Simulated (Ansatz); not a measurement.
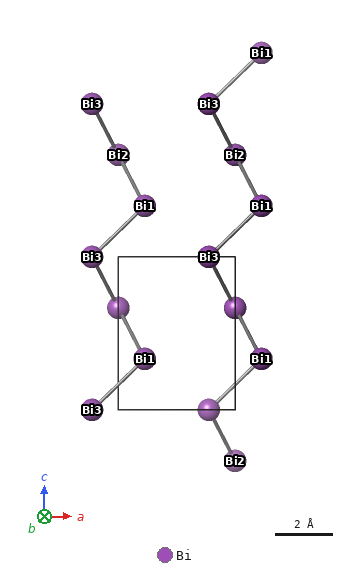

Starting structure of solid Bi (built on the trigonal selenium_152 type) (coarse preliminary run). A ball-and-stick model of the cell of the calculation, repeated 1 × 1 × 2 with one cell outlined, seen along the b axis.

Case: trigonal selenium type (P3_121, No. 152).

Theory: DFT PBEsol, scalar-relativistic, plane waves, PAW (Ansatz).

Input file:
```yaml
crystal:
  lattice:
    - [4.7461921201, 0.0, 0.0]
    - [-2.3730960601, 4.1103229473, 0.0]
    - [0.0, 0.0, 5.3847138384]
  atoms:
    - { symbol: Bi, position: [0.2254, 0.0, 0.3333333333] }
    - { symbol: Bi, position: [0.0, 0.2254, 0.6666666667] }
    - { symbol: Bi, position: [0.7746, 0.7746, 0.0] }
basis:
  ecutwfc: 420
kpoints:
  mp_grid: { grid: [6, 6, 4] }
hamiltonian:
  xc: pbesol
scf:
  occupations: { method: gaussian, width: 0.1 }
  lower_state_search: "off"
output:
  forces: true
  stress: true
  eigenvalues: true
relax:
  adjacent_minimum: "off"
  f_tol: 0.04
  max_steps: 70
  cell: { stress_tol: 0.4 }
```

Predict the outcome.

Answer. Over 5 accepted moves (6 points after the start) the energy falls by 1087 meV per atom. The largest force component goes from 5.5 to 0.012 eV/Å. Pressure: 15.26 GPa at the start and −0.01 GPa at the end. The SCF was repeated once at an unchanged geometry on a basis and grid sized afresh for the cell, which shifted the energy by 0.2 meV per atom at most. The largest moves relative to the cell, 0.49 Å, are those of Bi1, Bi2 and Bi3. Bi3 goes along [−1 −1 0]. The drawn cell changes as follows: a = b 4.746 → 4.522 Å (−4.7 %), c 5.385 → 5.669 Å (+5.3 %); the volume changes by −4.5 %. Near-neighbour distances that change, for instance: Bi1–Bi2 2.580 → 3.226 Å, Bi1–Bi2 (another image) 3.735 → 3.221 Å. Bond angles that change, for instance: Bi2–Bi1–Bi3 103.1° → 90.8°. The space group (tolerance 0.01 Å) goes from P3_121 (No. 152) to R-3m (No. 166). The run took about 27 core-seconds on a shared host.

The structure at the end:

```
Bi
1.0
     4.52157    0.00000    0.00000
    -2.26079    3.91580    0.00000
     0.00000    0.00000    5.66870
Bi
3
Direct
  0.33385 0.00000 0.33333
  0.00000 0.33385 0.66667
  0.66615 0.66615 0.00000
```

The end point in the same view:

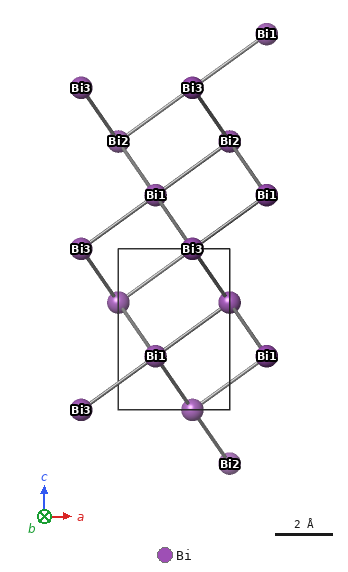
